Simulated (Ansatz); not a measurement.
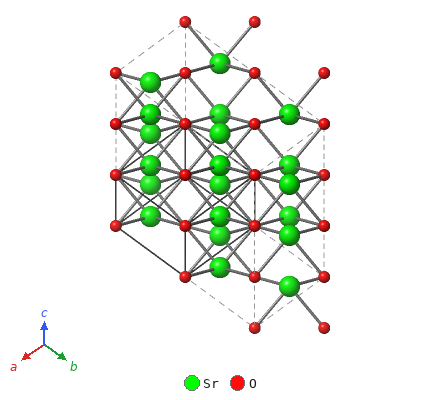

The structure, seen along [112]; the drawing may span several cells.

Structure (in its standard cell), coordinates from a relaxation at fixed volume with DFT PBEsol, scalar-relativistic, plane waves, PAW in Ansatz 0.2.0; the starting structure was generated, so it need not be a known form of this composition:

```cif
data_structure
_symmetry_space_group_name_H-M 'P 1'
_symmetry_Int_Tables_number 1
_cell_length_a 4.3553
_cell_length_b 4.3553
_cell_length_c 3.3298
_cell_angle_alpha 90.000
_cell_angle_beta 90.000
_cell_angle_gamma 90.000
_cell_volume 63.16
loop_
_atom_site_label
_atom_site_type_symbol
_atom_site_fract_x
_atom_site_fract_y
_atom_site_fract_z
_atom_site_occupancy
Sr1 Sr 0.50000 0.00000 0.31526 1
Sr2 Sr 0.00000 0.50000 0.68474 1
O1 O 0.00000 0.00000 0.00000 1
O2 O 0.50000 0.50000 0.00000 1
```

> What does the kinematic electron diffraction pattern along [112] look like at 200 kV (B = 0.5 Å²)?

The spots form a rectangular net whose two shortest vectors correspond to d = 3.08 Å and 2.26 Å, 90.0° apart. They are 1 -1 0 and 1 1 -1. The pattern has symmetry 2mm. Reflections such as 2 -4 1, 4 -2 -1 are allowed but too weak to see at this display level.

Strongest reflections with d > 0.80 Å, one of each family (|F|² from tabulated Gaussian fits of the electron scattering factors, times a small damping for the curvature of the Ewald sphere):

```csv
hkl,d (Å),I (strongest = 100)
1 -1 0,3.080,100
2 -2 0,1.540,80
1 1 -1,2.261,52
3 1 -2,1.061,16
3 -1 -1,1.273,14
3 -3 0,1.027,7
```

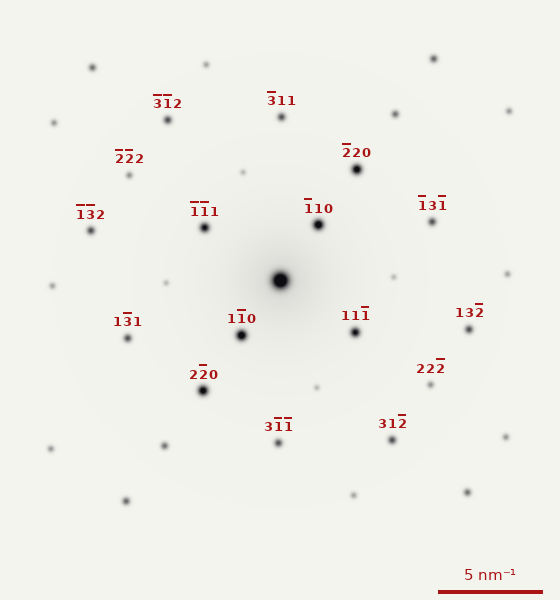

Calculated pattern, seen from the source side with [112] pointing towards the source.
